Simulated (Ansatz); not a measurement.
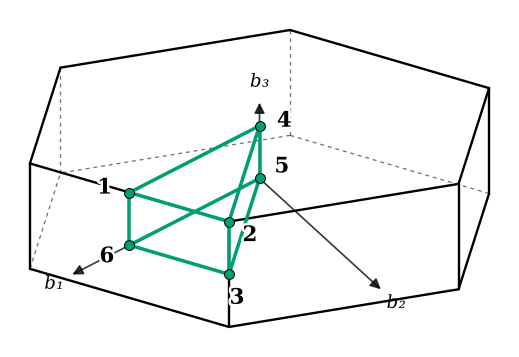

Crystal: Ni, the geometry relaxed with Ansatz, DFT, RPBE, plane waves (420 eV) with PAW, scalar-relativistic; the starting structure was generated, so it need not be a known form of this composition. The first Brillouin zone of a primitive hexagonal lattice (hP; extended symbol hP2) is drawn with its special points numbered. All values are computed from the atomic coordinates in the standard setting (tolerance 0.002 Å).

a = 2.513 Å, b = 2.513 Å, c = 8.223 Å, α = 90.00°, β = 90.00°, γ = 120.00°.

Labels and path follow the convention of Hinuma et al. (2017), as computed by seekpath; the arrows show the directions of the reciprocal primitive vectors b₁, b₂, b₃, in which coordinates are given.

Question: Which special point is each number?

Answer:
```tsv
no.	label	coordinates
1	L	(1/2, 0, 1/2)
2	H	(1/3, 1/3, 1/2)
3	K	(1/3, 1/3, 0)
4	A	(0, 0, 1/2)
5	Γ	(0, 0, 0)
6	M	(1/2, 0, 0)
```
